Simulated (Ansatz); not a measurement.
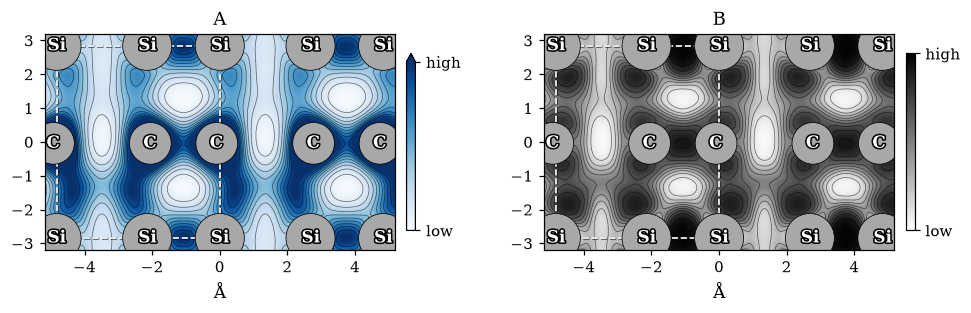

SiC3: 2 fields on the (101) plane of the conventional cell, with unlabelled colour scales. Grey discs cover the atomic cores.

Space group Pmm2; a structure from a database of computed crystals, not necessarily the ambient phase.

The calculation used Ansatz 0.2.0, DFT r2SCAN, scalar-relativistic, plane waves, PAW.

> Which field does each panel show? The fields are: electron localisation function and valence pseudo-density.

Panel A: valence pseudo-density. Panel B: electron localisation function. From the grid: Si–Si (2.15 Å): ρ is about 0.84 e/Å³ halfway; the ELF peaks at about 1 between the atoms, as expected for a shared electron pair.
